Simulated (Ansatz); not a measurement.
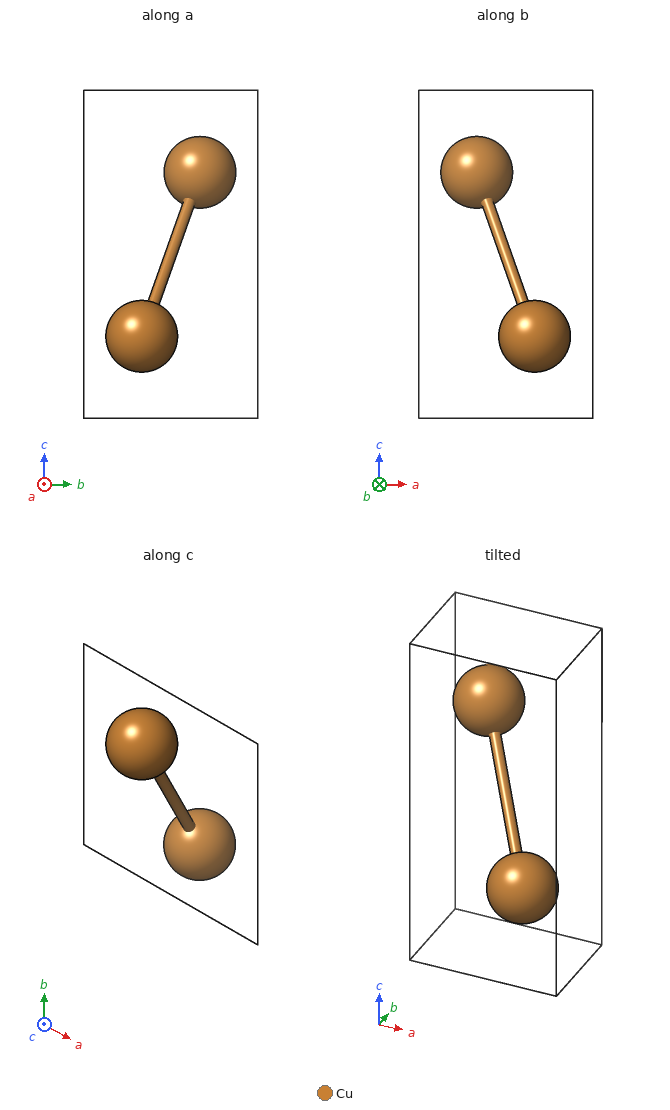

The figure gives a ball-and-stick picture of the atoms, viewed along the a axis, along the b axis, along the c axis and slightly off an axis. Lines trace the edges of the unit cell.

Lattice parameters: a = 2.6270 Å, b = 2.6289 Å, c = 4.2903 Å, α = 89.970°, β = 90.060°, γ = 119.977°.

Question: Convert the drawing into a CIF in P1 with every atom of the cell, with free fractional coordinates to two decimals.

Answer:
```cif
data_structure
_symmetry_space_group_name_H-M 'P 1'
_symmetry_Int_Tables_number 1
_cell_length_a 2.6270
_cell_length_b 2.6289
_cell_length_c 4.2903
_cell_angle_alpha 89.970
_cell_angle_beta 90.060
_cell_angle_gamma 119.977
_cell_volume 25.67
loop_
_atom_site_label
_atom_site_type_symbol
_atom_site_fract_x
_atom_site_fract_y
_atom_site_fract_z
_atom_site_occupancy
Cu1 Cu 0.33 0.67 0.75 1
Cu2 Cu 0.67 0.33 0.25 1
```

Its origin is a structure type filled with this element by a generator (whether the element takes this form wasn't checked). Earlier steps of the study may have refined or changed the cell and positions. It went into a calculation with Ansatz.

At this level of theory the cell isn't at rest (stretched, at -14 GPa), so its distances can differ from those at equilibrium, the more so the softer the solid.
